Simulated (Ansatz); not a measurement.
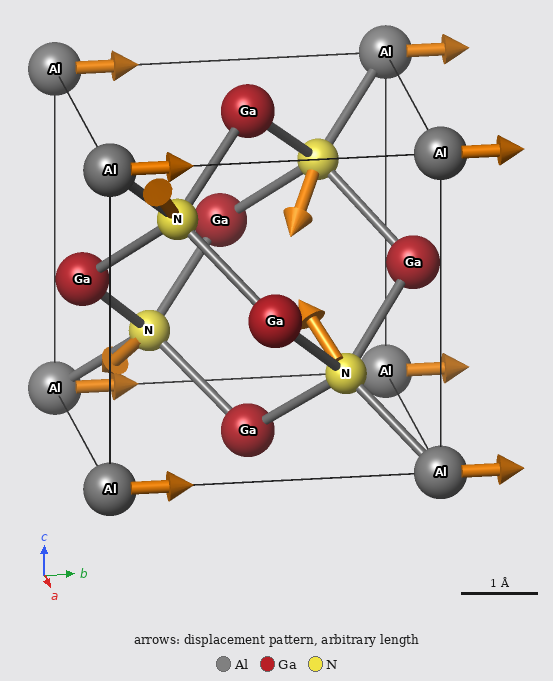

Normal modes of crystalline AlGa$_{3}$N$_{4}$, space group P-43m (No. 215), at the zone centre. The optical levels lie at 194 (×3), 238 (×3), 418 (×3), 575 (×3), 611 (×3), 667 (×3), 691 (×2), 709 cm⁻¹. One mode is drawn. The orange arrows are the displacements of the atoms (eigenvector over the root of the mass), of arbitrary overall length and sign. The picture is a ball-and-stick view of the cell of the calculation, seen from a free direction.

All numbers below come from DFT LDA, scalar-relativistic, plane waves, PAW in Ansatz 0.2.0. Set-up: plane-wave cutoff 420 eV; k-point mesh 6 × 6 × 6; occupations fixed; no spin polarisation.

Frequencies are those without the non-analytic (LO–TO) term.

Which of these frequencies is the drawn mode's?

The level at 667 cm⁻¹. This is the T₂ mode (triply degenerate; one member of the set is drawn), optical level 6 of 8, counted from below, infrared- and Raman-active by symmetry. It stretches the shortest Al–N bonds (1.88 Å); the kinetic energy is shared as N 75 %, Al 25 %. Its infrared intensity is 34 (D/Å)²/amu for the set.
